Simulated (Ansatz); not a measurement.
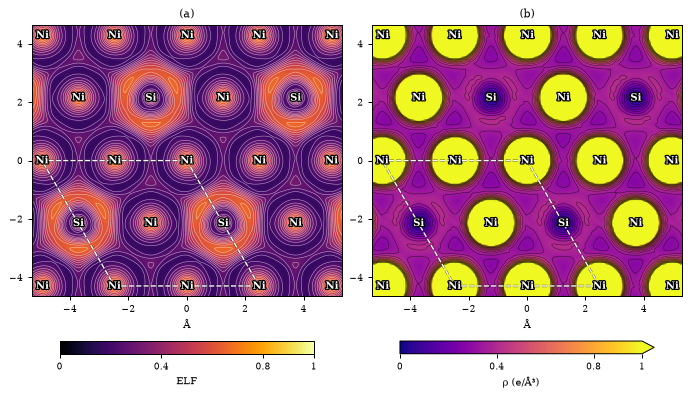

Figure 1: SiNi3 (interface cell). (a) electron localisation function; (b) valence electron density on the (001) plane of the calculation cell.

Computed without spin polarisation.

These are results of Ansatz, DFT PBE, scalar-relativistic, plane waves, PAW, not measurements.

In a PAW calculation such maps are meaningful between the atoms, not at the nuclei.

What does the map show?

- Atoms in the plane: Ni and Si.
- Ni–Ni (2.46 Å): the density is about 0.34 e/Å³ at the midpoint; the ELF is about 0.25 at the midpoint (no localised pair shows between them).
- Si–Ni (2.48 Å): ρ is about 0.37 e/Å³ halfway; the ELF peaks at about 0.65 in the valence shell of Si, 0.9 Å from its nucleus, and is about 0.40 at the midpoint.
- Between the atoms the lowest density in this plane is 0.27 e/Å³.
- The features right at Ni lie inside the PAW spheres, where the map follows smoothed inner orbitals and isn't to be read closely.
